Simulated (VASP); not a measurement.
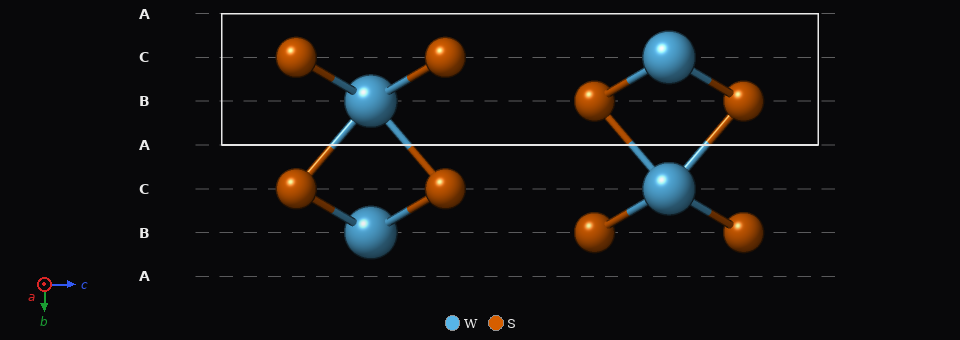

The picture looks along a close-packed row of the hexagonal mesh; c points to the right. The dashed lines mark the three columns A (0, 0), B (1/3, 2/3) and C (2/3, 1/3). The sequence starts with the first layer at or above the cell's origin.

WS2. Coordinates: an entry of the Crystallography Open Database, as set up for an electronic-structure calculation.

> Read off the stacking sequence over one period.

S(C) – W(B) – S(C) – S(B) – W(C) – S(B) (six layers in 12.50 Å).

> How are the S layers alone stacked?

S layers alone: CCBB, a sequence in which some neighbouring layers lie directly above each other.

> Which positions between or in the S layers do the other atoms fill?

W: two trigonal-prismatic sites in each hexagonal cell. Two of the four gaps between S layers are empty, 3.12 Å wide.

> What short polytype symbol fits?

Polytype symbol 2H, the symbol of a layered MX2 polytype (number of slabs in the repeat and lattice).
